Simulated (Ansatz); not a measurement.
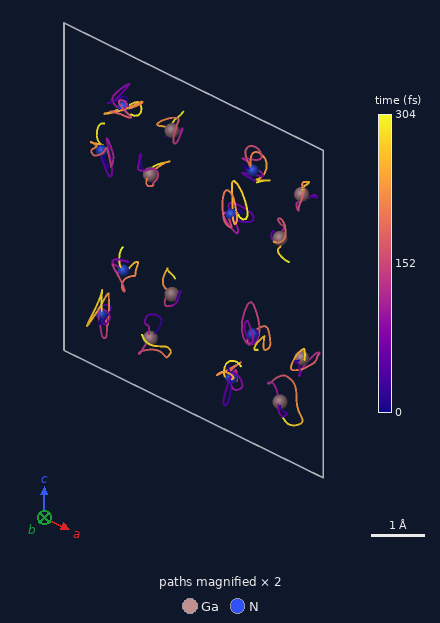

First-principles dynamics of a 16-atom cell of GaN (set up in P6_3mc), 304 fs long. Lines trace each atom's path, coloured by time; spheres stand at the starting positions. The excursions are magnified 2 times. Seen along the b axis in the reduced simulation cell.

Computed with DFT PBE, scalar-relativistic, plane waves, PAW in Ansatz 0.2.0. Run with plane-wave cutoff 420 eV; k-point mesh 2 × 2 × 2; Fermi-Dirac smearing 0.103 eV; volume 1.04 times that of the relaxed crystal; Langevin thermostat and barostat (NPT); set temperature 1200 K; time step 4 fs; friction 0.005 per fs; target pressure 0 GPa.

Input file:
```yaml
crystal:
  lattice:
    - [-1.6109232801, -2.7902009682, -5.2339814801]
    - [-1.6109232801, -2.7902009682, 5.2339814801]
    - [-3.2218465602, 5.5804019364, 0.0]
  atoms:
    - { symbol: Ga, position: [0.3333333333, 0.3333333333, 0.1666666667] }
    - { symbol: Ga, position: [0.3333333333, 0.3333333333, 0.6666666667] }
    - { symbol: Ga, position: [0.8333333333, 0.8333333333, 0.1666666667] }
    - { symbol: Ga, position: [0.8333333333, 0.8333333333, 0.6666666667] }
    - { symbol: Ga, position: [0.9166666667, 0.4166666667, 0.8333333333] }
    - { symbol: Ga, position: [0.9166666667, 0.4166666667, 0.3333333333] }
    - { symbol: Ga, position: [0.4166666667, 0.9166666667, 0.8333333333] }
    - { symbol: Ga, position: [0.4166666667, 0.9166666667, 0.3333333333] }
    - { symbol: "N", position: [0.1458333333, 0.5208333333, 0.1666666667] }
    - { symbol: "N", position: [0.1458333333, 0.5208333333, 0.6666666667] }
    - { symbol: "N", position: [0.6458333333, 0.0208333333, 0.1666666667] }
    - { symbol: "N", position: [0.6458333333, 0.0208333333, 0.6666666667] }
    - { symbol: "N", position: [0.7291666667, 0.6041666667, 0.8333333333] }
    - { symbol: "N", position: [0.7291666667, 0.6041666667, 0.3333333333] }
    - { symbol: "N", position: [0.2291666667, 0.1041666667, 0.8333333333] }
    - { symbol: "N", position: [0.2291666667, 0.1041666667, 0.3333333333] }
basis:
  ecutwfc: 420
kpoints:
  mp_grid: { grid: [2, 2, 2], shift: [0.5, 0.5, 0.5] }
hamiltonian:
  xc: pbe
scf:
  occupations: { method: fermi_dirac, width: 0.1034 }
  lower_state_search: "off"
  convergence: { dr2_threshold: 1.0e-07 }
output:
  forces: true
  stress: true
md:
  timestep: 4.0
  n_steps: 76
  ensemble: npt_langevin
  temperature: 1200.0
  initial_velocities: maxwell_boltzmann
  seed: 37063
  friction: 0.005
  pressure: 0.0
```

Run as
```bash
ansatz run input.yaml --threads 4 --pin off --max-ram 5120MiB --backend cpu --events-out ev --progress --plain --runs-dir out
```

> Describe the motion.

In the second half of the run the atoms are, in the root-mean-square, this far from where they began (common drift taken out): Ga 0.18 Å, N 0.15 Å. That is small against the typical shortest distance between atoms in the first frame, about 2.0 Å: the atoms vibrate about their sites and the arrangement holds. The time step of 4 fs is long for the fastest vibrations here (lightest element nitrogen).

The run took of the order of 13 core-minutes on a shared host.
